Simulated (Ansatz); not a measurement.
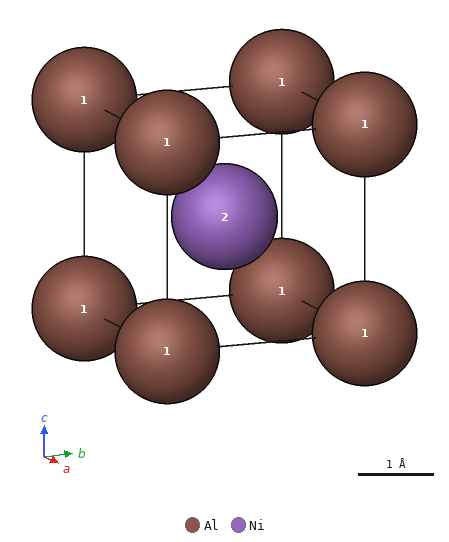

*The starting structure (spheres-only view of the cell of the calculation, seen slightly off an axis; atoms are numbered from 1 in the order of the input).*

# Geometry relaxation of AlNi

AlNi (2 atoms in the cell), computed with DFT PBE, scalar-relativistic, plane waves, PAW, no spin polarisation (Ansatz 0.2.0).

The structure derives from an entry of the Crystallography Open Database. Figures and captions count atoms from 1; the log counts them from 0 in places.

### Output
```
Engine: ansatz 0.2.0, x86_64-unknown-linux-gnu
Pseudopotentials: kind: paw
Pseudopotential: Al, paw, valence charge 3, recommended cutoff 420 eV (normal), Al.paw.azcp
Pseudopotential: Ni, paw, valence charge 18, recommended cutoff 420 eV (normal), Ni.paw.azcp
Functional definition: PBE
  parameter kappa = 0.804
  parameter beta = 0.06672455060314922
  exchange = pbe_x(kappa = kappa, mu = beta*pi^2/3)
  correlation = pbe_c(beta = beta)
Crystal: 2 atoms, lattice volume = 23.913 Å³
Basis set: ecut = 420 eV, 461 PW (Γ), exchange–correlation on 40×40×40 points (8 copies of the dense FFT grid, shifted against one another)
Bands: 15, of which v1, the nominal top of the filled ones, is band 11 counted from 1 (10 counted from 0)
Symmetry: 48 space group operations
Space group: Pm-3m (ITA 221), of the structure as read, at distance tolerance 2.9e-5 Å
k-points: 120 of 2744
Non-local potential: Al, projectors of the file, l = 0: 2, l = 1: 2, l = 2: 1
Non-local potential: Ni, projectors of the file, l = 0: 3, l = 1: 2, l = 2: 3, l = 3: 1
PAW form: soft (Blöchl's): semilocal exchange-correlation on the pseudo side does not see the compensation charge
PAW one-centre angular grid: Al, 110 points (default); XC on 64 Gauss nodes
PAW one-centre angular grid: Ni, 590 points (default); XC on 64 Gauss nodes
Initial density: superposition of atomic densities (neutral atoms: chi_scale 0, normalization atom), corrected by the library's trained network
Initial wavefunctions: pseudopotential atomic-orbital guess
Functional: x = pbe(κ = 0.804, μ = 0.2195149727645171), c = pbe(β = 0.06672455060314922)
SCF iter   1: F=—  HF=-6378.529403 eV  |F-HF|=—  |Δ(HF+E_count)|=         —  Δρ=2.06e-3  dr2=5.81e-4  ethr=1.77e-3  ⟨swp⟩=4.8  Hψ=8212  notcnv=0
preconditioner: auto → none  [metal: Δε(μ)=0.033 eV  Ē_g=9.647 eV  σ=0.100 eV  W_gap=0.18  n_scr=6 (ndim 8)  ℏωp=27.4 eV  f_vac=0.000  D(μ)=1.04/eV (n_scr^D=6)  sad-step TF]
SCF iter   2: F=—  HF=-6378.529441 eV  |F-HF|=—  |Δ(HF+E_count)|=   3.74e-5  Δρ=1.15e-3  dr2=2.19e-4  ethr=2.77e-6  ⟨swp⟩=2.2  Hψ=3752  notcnv=0
SCF iter   3: F=—  HF=-6378.529447 eV  |F-HF|=—  |Δ(HF+E_count)|=   6.58e-6  Δρ=8.71e-5  dr2=1.43e-6  ethr=1.04e-6  ⟨swp⟩=1.1  Hψ=1768  notcnv=0
SCF iter   4: F=—  HF=-6378.529517 eV  |F-HF|=—  |Δ(HF+E_count)|=   7.02e-5  Δρ=3.56e-5  dr2=1.47e-7  ethr=6.81e-9  ⟨swp⟩=2.0  Hψ=2567  notcnv=0  defer=1
iter 5 did not close the SCF: its close was put off for the readings that it lacked (scf_convergence_deferred on its scf_iter line)
SCF iter   5: F=-6378.529517 eV  HF=-6378.529517 eV  |F-HF|=7.33e-10  |Δ(HF+E_count)|=   1.13e-9  Δρ=6.30e-6  dr2=2.41e-9  ethr=7.01e-10  ⟨swp⟩=2.4  Hψ=2741  notcnv=0  defer=1
SCF iter   6: F=-6378.529517 eV  HF=-6378.529517 eV  |F-HF|=7.46e-11  |Δ(HF+E_count)|=  7.69e-10  Δρ=1.65e-6  dr2=1.09e-10  ethr=1.15e-11  ⟨swp⟩=2.9  Hψ=5964  notcnv=0
SCF 1 converged in 6 iterations: F = -6378.529517 eV  dr2 = 1.09e-10
  greatest PAW one-centre occupation: 1.001 electrons in one spin orbital (limit 2), on the Ni atom at site 1 (counted from 0), in its partial waves of l = 1
relax step   1: F+E_penalty+E_count = -6378.52951734 eV  Δ(F+E_penalty+E_count) = +0.000e0 eV  max|allowed force component| = 7.192e-29 eV/Å  Δτ_max = 0.0000 Å  P = +2.077 GPa  Ω = 23.913 Å³  (6 SCF iters, dr2 threshold 1.00e-7 eV, accepted)
Crystal: 2 atoms, lattice volume = 24.096 Å³
Initial density: handed on by an earlier stage of this run
Initial wavefunctions: those handed on with the density
iter 1 solved again at ethr=5.87e-7 eV; its pass at ethr=3.10e-3 eV (dr2=1.23e-4 eV) is discarded
SCF iter   1: F=—  HF=-6378.531061 eV  |F-HF|=—  |Δ(HF+E_count)|=         —  Δρ=8.84e-4  dr2=1.18e-4  ethr=5.87e-7  ⟨swp⟩=2.0  Hψ=10458  notcnv=0
preconditioner: auto → none  [metal: Δε(μ)=0.043 eV  Ē_g=9.596 eV  σ=0.100 eV  W_gap=0.24  n_scr=6 (ndim 8)  ℏωp=27.3 eV  f_vac=0.000  D(μ)=1.03/eV (n_scr^D=6)]
SCF iter   2: F=—  HF=-6378.531096 eV  |F-HF|=—  |Δ(HF+E_count)|=   3.49e-5  Δρ=1.59e-4  dr2=4.54e-6  ethr=5.62e-7  ⟨swp⟩=1.2  Hψ=1908  notcnv=0
SCF iter   3: F=—  HF=-6378.531092 eV  |F-HF|=—  |Δ(HF+E_count)|=   3.72e-6  Δρ=3.05e-5  dr2=1.61e-7  ethr=2.16e-8  ⟨swp⟩=1.8  Hψ=2329  notcnv=0
iter 4 did not close the SCF: its close was put off for the readings that it lacked (scf_convergence_deferred on its scf_iter line)
SCF iter   4: F=-6378.531092 eV  HF=-6378.531092 eV  |F-HF|=1.96e-9  |Δ(HF+E_count)|=   2.29e-7  Δρ=5.02e-6  dr2=3.97e-9  ethr=7.66e-10  ⟨swp⟩=2.3  Hψ=2431  notcnv=0
iter 5 did not close the SCF: its close was put off for the readings that it lacked (scf_convergence_deferred on its scf_iter line)
SCF iter   5: F=-6378.531092 eV  HF=-6378.531092 eV  |F-HF|=3.09e-11  |Δ(HF+E_count)|=  6.32e-10  Δρ=6.36e-7  dr2=4.61e-11  ethr=1.89e-11  ⟨swp⟩=1.3  Hψ=1936  notcnv=0
SCF iter   6: F=-6378.531092 eV  HF=-6378.531092 eV  |F-HF|=3.64e-12  |Δ(HF+E_count)|=  4.55e-12  Δρ=1.51e-7  dr2=2.88e-12  ethr=1.00e-12  ⟨swp⟩=1.7  Hψ=4412  notcnv=0
SCF 2 converged in 6 iterations: F = -6378.531092 eV  dr2 = 2.88e-12
relax step   2: F+E_penalty+E_count = -6378.53109180 eV  Δ(F+E_penalty+E_count) = -1.574e-3 eV  max|allowed force component| = 7.379e-30 eV/Å  Δτ_max = 0.0000 Å  P = +0.811 GPa  Ω = 24.096 Å³  energy of the carried Pulay correction = -7.209e-5 eV  (6 SCF iters, dr2 threshold 2.00e-7 eV, accepted)
Crystal: 2 atoms, lattice volume = 24.215 Å³
iter 1 solved again at ethr=2.28e-7 eV; its pass at ethr=3.10e-3 eV (dr2=4.79e-5 eV) is discarded
SCF iter   1: F=—  HF=-6378.531306 eV  |F-HF|=—  |Δ(HF+E_count)|=         —  Δρ=5.61e-4  dr2=4.77e-5  ethr=2.28e-7  ⟨swp⟩=2.0  Hψ=10251  notcnv=0
preconditioner: auto → none  [metal: Δε(μ)=0.044 eV  Ē_g=9.556 eV  σ=0.100 eV  W_gap=0.24  n_scr=6 (ndim 8)  ℏωp=27.2 eV  f_vac=0.000  D(μ)=1.03/eV (n_scr^D=6)]
SCF iter   2: F=—  HF=-6378.531353 eV  |F-HF|=—  |Δ(HF+E_count)|=   4.65e-5  Δρ=1.01e-4  dr2=1.83e-6  ethr=2.27e-7  ⟨swp⟩=1.3  Hψ=1968  notcnv=0
iter 3 did not close the SCF: its close was put off for the readings that it lacked (scf_convergence_deferred on its scf_iter line)
SCF iter   3: F=-6378.531351 eV  HF=-6378.531351 eV  |F-HF|=1.10e-7  |Δ(HF+E_count)|=   1.54e-6  Δρ=2.05e-5  dr2=7.29e-8  ethr=8.71e-9  ⟨swp⟩=1.6  Hψ=2189  notcnv=0
iter 4 did not close the SCF: its close was put off for the readings that it lacked (scf_convergence_deferred on its scf_iter line)
SCF iter   4: F=-6378.531351 eV  HF=-6378.531351 eV  |F-HF|=1.09e-9  |Δ(HF+E_count)|=   9.54e-8  Δρ=3.56e-6  dr2=2.05e-9  ethr=3.47e-10  ⟨swp⟩=2.3  Hψ=2489  notcnv=0
iter 5 did not close the SCF: its close was put off for the readings that it lacked (scf_convergence_deferred on its scf_iter line)
SCF iter   5: F=-6378.531351 eV  HF=-6378.531351 eV  |F-HF|=4.55e-12  |Δ(HF+E_count)|=  2.32e-10  Δρ=3.19e-7  dr2=1.05e-11  ethr=9.76e-12  ⟨swp⟩=1.2  Hψ=1842  notcnv=0
SCF iter   6: F=-6378.531351 eV  HF=-6378.531351 eV  |F-HF|=2.73e-12  |Δ(HF+E_count)|=  4.55e-12  Δρ=7.43e-8  dr2=7.13e-13  ethr=1.00e-12  ⟨swp⟩=1.8  Hψ=4195  notcnv=0
SCF 3 converged in 6 iterations: F = -6378.531351 eV  dr2 = 7.13e-13
relax step   3: F+E_penalty+E_count = -6378.53135130 eV  Δ(F+E_penalty+E_count) = -2.595e-4 eV  max|allowed force component| = 3.205e-30 eV/Å  Δτ_max = 0.0000 Å  P = +0.016 GPa  Ω = 24.215 Å³  energy of the carried Pulay correction = -1.186e-4 eV  (6 SCF iters, dr2 threshold 2.00e-7 eV, accepted)
Initial wavefunctions: pseudopotential atomic-orbital guess (no wavefunctions were taken with the density)
iter 1 solved again at ethr=9.89e-9 eV; its pass at ethr=3.10e-3 eV (dr2=2.08e-6 eV) is discarded
SCF iter   1: F=—  HF=-6378.531349 eV  |F-HF|=—  |Δ(HF+E_count)|=         —  Δρ=3.56e-4  dr2=6.38e-7  ethr=9.89e-9  ⟨swp⟩=3.1  Hψ=13825  notcnv=0
preconditioner: auto → none  [metal: Δε(μ)=0.044 eV  Ē_g=9.554 eV  σ=0.100 eV  W_gap=0.24  n_scr=6 (ndim 8)  ℏωp=27.2 eV  f_vac=0.000  D(μ)=1.03/eV (n_scr^D=6)]
SCF iter   2: F=—  HF=-6378.531449 eV  |F-HF|=—  |Δ(HF+E_count)|=   9.99e-5  Δρ=1.78e-4  dr2=1.68e-7  ethr=3.04e-9  ⟨swp⟩=2.0  Hψ=2158  notcnv=0
SCF iter   3: F=—  HF=-6378.531463 eV  |F-HF|=—  |Δ(HF+E_count)|=   1.41e-5  Δρ=1.15e-5  dr2=1.69e-8  ethr=7.99e-10  ⟨swp⟩=1.0  Hψ=1800  notcnv=0
SCF iter   4: F=—  HF=-6378.531463 eV  |F-HF|=—  |Δ(HF+E_count)|=   1.24e-8  Δρ=2.52e-6  dr2=1.51e-9  ethr=8.05e-11  ⟨swp⟩=1.1  Hψ=1865  notcnv=0
SCF iter   5: F=—  HF=-6378.531463 eV  |F-HF|=—  |Δ(HF+E_count)|=  9.46e-11  Δρ=1.76e-6  dr2=5.53e-10  ethr=7.17e-12  ⟨swp⟩=1.1  Hψ=1807  notcnv=0
SCF iter   6: F=-6378.531463 eV  HF=-6378.531463 eV  |F-HF|=1.09e-11  |Δ(HF+E_count)|=  4.64e-11  Δρ=2.55e-7  dr2=1.60e-11  ethr=1.00e-12  ⟨swp⟩=4.5  Hψ=7961  notcnv=0
SCF 4 converged in 6 iterations: F = -6378.531463 eV  dr2 = 1.60e-11
relax step   4: F+E_penalty+E_count = -6378.53146321 eV  Δ(F+E_penalty+E_count) = -1.119e-4 eV  max|allowed force component| = 1.150e-30 eV/Å  Δτ_max = 0.0000 Å  P = +0.021 GPa  Ω = 24.215 Å³  stress off target by 2.06e-2 GPa  SCF on the basis re-selected at this cell (its energy is not comparable with the rows above)  (6 SCF iters)
```

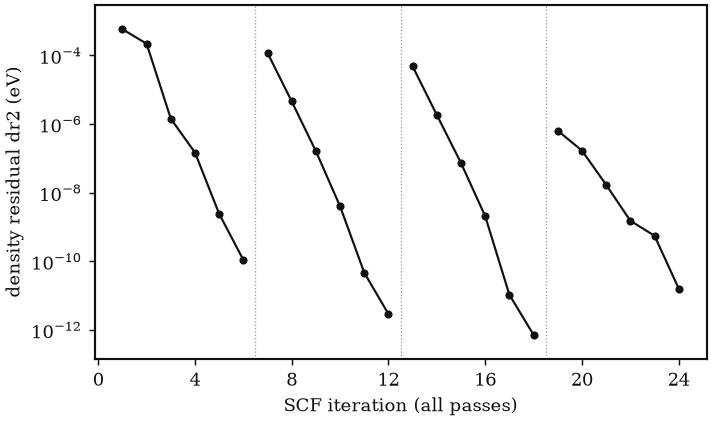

*Convergence of the self-consistent field: density residual dr2 against the SCF iteration. The dotted lines part the SCF passes of the relaxation: geometry steps, rejected trials and re-solves on a re-selected basis.*

The passes take 6, 6, 6 and 6 iterations.

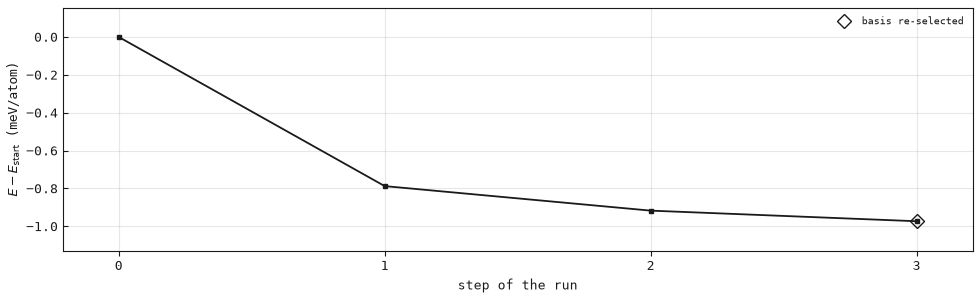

*Progress of the relaxation, step by step (the first geometry is step 0 here and step 1 in the log).*

The energy falls by 0.9 meV per atom in 2 geometry steps. All forces vanish by symmetry, so only the cell relaxes. Pressure: 2.08 GPa at the start and 0.02 GPa at the end. The atoms keep their places relative to the cell (all moves are under 0.005 Å). The volume changes by +1.3 %, with a = b = c 2.881 → 2.893 Å (+0.4 %). Distances before and after: Al1–Ni2 2.495 → 2.505 Å. The space group stays Pm-3m (No. 221). A last SCF at the same geometry on a re-selected plane-wave basis shifts the energy by −0.1 meV per atom. (Atoms are counted from 1 in the order of the input.)

```
basis re-selected at this cell: Δ(F+E_penalty+E_count) = -1.119e-4 eV, ΔP = +0.004 GPa vs the last step (what re-selecting the basis moved, of the pressure what is left beyond the Pulay correction that the steps carried, after the strain that the cell walked since its last selection, with what the two solves' SCF thresholds leave and, on support functions, any second-order correction that the steps lacked; it is no measure of the basis error at this ecutwfc). This SCF's stress stands 2.06e-2 GPa from its target on what of the cell is left free (relax.cell.stress_tol is 5.00e-2 GPa) and its largest allowed force component is 1.15e-30 eV/Å (relax.f_tol is 5.00e-3 eV/Å): within both
SCF converged after 6 iterations
Free energy (F): -6378.531463 eV
Harris-Foulkes:  -6378.531463 eV  (|F-HF|=1.09e-11)
Internal energy: -6378.526295 eV  (E = F + TS)
E sigma→0 (E₀):  -6378.528879 eV
Entropy (-TS):   -0.005168 eV (-2.584 meV/atom)
Fermi energy:    13.743431 eV
--- Per-component energies (eV) ---
  E_band       = -339.964304
  E_kinetic    = 310.575682
  E_local      = -4464.265908  (includes V_loc(G=0)·N_el)
  E_nonlocal   = 647.759952
  E_hartree    = 1920.723569
  E_xc         = -126.072764
  E_vxc        = -140.357428  (∫ρ·V_xc dr)
  E_paw        = -2100.398854  (= ΣΔE_a)
  E_vpaw       = -535.124546  (= ΣTr[D̂ρ^β])
  E_aug_tail   = 0.000486  (compensation charges beyond the density's cutoff)
  E_ewald      = -2566.848461
  E_smearing   = -0.005168  (= −TS)
  E_closure    = -0.000000  (closes the sum)
  Σ components = -6378.531463   (vs F -6378.531463, Δ=0.00e0)
--- Forces (eV/Å), atoms counted from 1 ---
  atom   1  Al     0.00000000     0.00000000     0.00000000
  atom   2  Ni    -0.00000000     0.00000000     0.00000000
  max |Σ_I F_I| component: 1.91e-30 eV/Å
--- Stress (GPa, compression-positive) ---
        0.020642       0.000000      -0.000000
        0.000000       0.020642      -0.000000
       -0.000000      -0.000000       0.020642
  P = ⅓ Tr σ = 0.0206 GPa (0.206 kbar)
--- Band table (eV; the first three rows and the last of 120) ---
  k-point 0: bands = ["-89.5104", "-49.9123", "-49.9123", "-49.9123", "2.6995", "10.5965", "10.5965", "12.2659", "12.2659", "12.2659", "19.1972", "19.1972", "19.1972", "21.8166", "21.8166"]
  k-point 1: bands = ["-89.5103", "-49.9133", "-49.9122", "-49.9122", "2.7927", "10.5889", "10.6184", "12.2253", "12.2253", "12.2702", "18.2304", "19.3204", "19.3204", "21.8224", "22.6826"]
  k-point 2: bands = ["-89.5101", "-49.9163", "-49.9120", "-49.9120", "3.0709", "10.5415", "10.6805", "12.1157", "12.1157", "12.2823", "16.6472", "19.6784", "19.6784", "21.8392", "23.9137"]
  k-point 119: bands = ["-89.5065", "-49.9300", "-49.9300", "-49.9300", "9.7279", "9.7279", "9.7279", "12.8174", "12.8174", "15.7434", "15.7434", "15.7434", "17.3452", "18.1745", "18.1745"]
--- Relaxed structure (3 steps of the walk, 3 accepted, 1 SCFs on fresh bases) ---
  F+E_penalty+E_count = -6378.53146321 eV   max|allowed force component| = 1.150e-30 eV/Å   (the final SCF, on the basis selected at the relaxed cell)
  cell:  # Å, volume = 24.2149 Å³
    - [2.8930835338583987, -3.5308715647099323e-34, -3.209883240645393e-35]
    - [-9.629649721936178e-35, 2.8930835338583987, 1.6049416203226965e-35]
    - [-3.209883240645393e-35, 0.0, 2.8930835338583987]
  atoms:
    - { symbol: Al, position: [7.799091525346612e-35, -2.2283118643846739e-35, -5.570779660960419e-36] }
    - { symbol: Ni, position: [0.5, 0.5, 0.5] }
```

### Trajectory as extended XYZ (Å, eV, eV/Å), 4 frames, from step=1 to step=4
```
2
Lattice="2.8810 0.0000 0.0000 0.0000 2.8810 0.0000 0.0000 0.0000 2.8810" Properties=species:S:1:pos:R:3:forces:R:3 step=1 energy=-6378.52952 pressure_GPa=2.08
Al    0.0000    0.0000    0.0000    0.0000   0.0000   0.0000
Ni    1.4405    1.4405    1.4405    0.0000   0.0000   0.0000
2
Lattice="2.8883 0.0000 0.0000 0.0000 2.8883 0.0000 0.0000 0.0000 2.8883" Properties=species:S:1:pos:R:3:forces:R:3 step=2 energy=-6378.53109 pressure_GPa=0.81
Al    0.0000    0.0000    0.0000    0.0000   0.0000   0.0000
Ni    1.4442    1.4442    1.4442    0.0000   0.0000   0.0000
2
Lattice="2.8931 0.0000 0.0000 0.0000 2.8931 0.0000 0.0000 0.0000 2.8931" Properties=species:S:1:pos:R:3:forces:R:3 step=3 energy=-6378.53135 pressure_GPa=0.02
Al    0.0000    0.0000    0.0000    0.0000   0.0000   0.0000
Ni    1.4465    1.4465    1.4465    0.0000   0.0000   0.0000
2
Lattice="2.8931 0.0000 0.0000 0.0000 2.8931 0.0000 0.0000 0.0000 2.8931" Properties=species:S:1:pos:R:3:forces:R:3 step=4 energy=-6378.53146 pressure_GPa=0.02
Al    0.0000    0.0000    0.0000    0.0000   0.0000   0.0000
Ni    1.4465    1.4465    1.4465    0.0000   0.0000   0.0000
```

The run was set up as follows.

### The input
```yaml
crystal:
  lattice:
    - [2.881, 0.0, 0.0]
    - [0.0, 2.881, 0.0]
    - [0.0, 0.0, 2.881]
  atoms:
    - { symbol: Al, position: [0.0, 0.0, 0.0] }
    - { symbol: Ni, position: [0.5, 0.5, 0.5] }
basis:
  ecutwfc: 420
kpoints:
  mp_grid: { grid: [14, 14, 14] }
hamiltonian:
  xc: pbe
scf:
  occupations: { method: gaussian, width: 0.1 }
output:
  forces: true
  stress: true
  eigenvalues: true
relax:
  adjacent_minimum: "off"
  f_tol: 0.005
  max_steps: 80
  cell: { stress_tol: 0.05 }
```

Launch command:
```bash
ansatz run input.yaml --threads 1 --pin off --max-ram 2560MiB --backend cpu --events-out ev --progress --plain --runs-dir out
```

### Key numbers

```csv
quantity,value
outcome,converged
space group (tolerance 0.01 Å),Pm-3m (221)
electrons treated,21
free energy,−6378.5315 eV
Fermi energy,13.743 eV
gap on the k-point mesh,none (metallic)
pressure,0.02 GPa
final volume,24.21 Å³
largest force (length of the vector) at the end,under 0.001 eV/Å
final cell,"a = 2.893 Å, b = 2.893 Å, c = 2.893 Å, α = 90.00°, β = 90.00°, γ = 90.00°"
hardware,"1 thread of Intel Xeon @ 2.90GHz (Ice Lake), 64 GiB of memory available, shared host"
wall time,9.8 s
peak memory,0.4 GiB
```

The run has no spin polarisation, so a magnetic state may lie lower.
